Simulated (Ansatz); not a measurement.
PbS

```cif
data_structure
_symmetry_space_group_name_H-M 'P 1'
_symmetry_Int_Tables_number 1
_cell_length_a 4.2351
_cell_length_b 4.2351
_cell_length_c 10.0656
_cell_angle_alpha 90.000
_cell_angle_beta 90.000
_cell_angle_gamma 120.000
_cell_volume 156.35
loop_
_atom_site_label
_atom_site_type_symbol
_atom_site_fract_x
_atom_site_fract_y
_atom_site_fract_z
_atom_site_occupancy
Pb1 Pb 0.00000 0.00000 0.00000 1
Pb2 Pb 0.66667 0.33333 0.33333 1
Pb3 Pb 0.33333 0.66667 0.66667 1
S1 S 0.33333 0.66667 0.16667 1
S2 S 0.00000 0.00000 0.50000 1
S3 S 0.66667 0.33333 0.83333 1
```

Space group R-3m; changed on purpose from its base cell (equal xy, yz and zx shear strains of -2 %, PAW files); computed pressure about −3 GPa in this cell.

Level of theory: DFT, LDA, PAW with Ansatz's default frozen-core files, scalar-relativistic (Ansatz).

The density is the valence pseudo-density of a PAW calculation; it isn't the true density close to the nuclei.

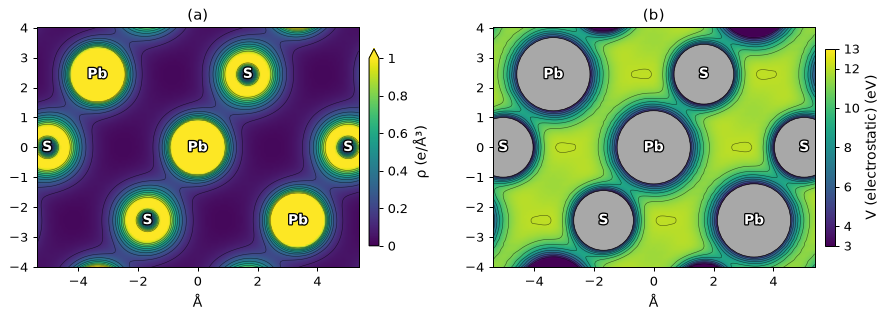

Figure 1. (a) valence pseudo-density; (b) electrostatic potential (local pseudopotential plus Hartree) felt by an electron on the (110) plane of the conventional cell. Grey discs cover the atomic cores in the potential map.

Question: Describe what can be read from this map.

Answer: Atoms in the plane: Pb and S.
Pb–S (2.97 Å): the density is about 0.22 e/Å³ at the midpoint.
Between the atoms the lowest density in this plane is 0.02 e/Å³.
Outside the cores the potential energy rises away from the atoms and is highest about 1.9 Å from the nearest atoms; its zero is arbitrary.

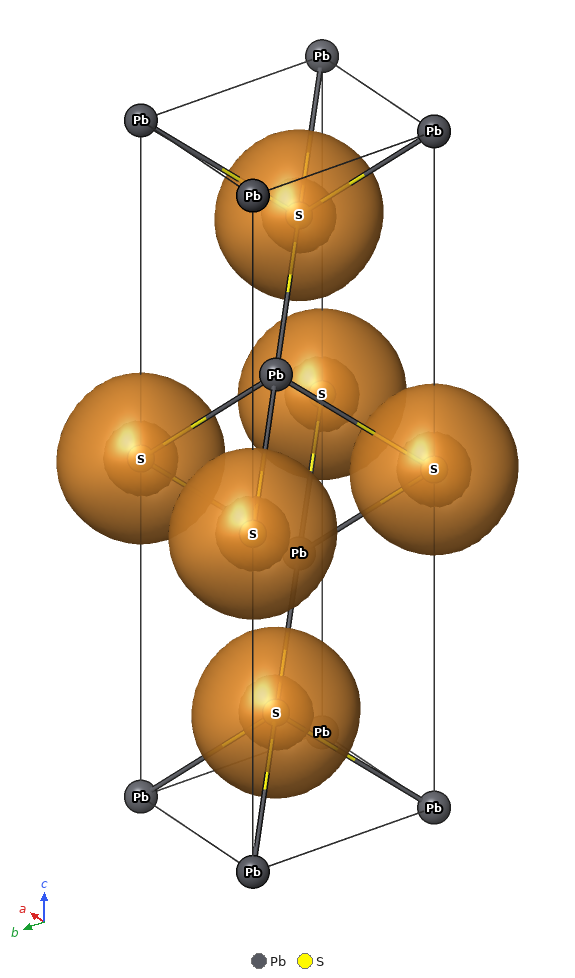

Figure 2. Isosurface of the ELF at 0.7 (orange), seen at an oblique angle. Core shells and regions of very low density are left out. Sticks mark near contacts.

Question: Describe the localisation domains.

Answer: The surface consists of three regions wrapped around S (the valence shell of each), counted in one cell of 6 atoms. Regions shared between cells count once. Profiles from the grid: Pb–S (2.97 Å): the ELF peaks at about 0.85 in the valence shell of S, 0.8 Å from its nucleus, and drops to about 0.25 between the two atoms.
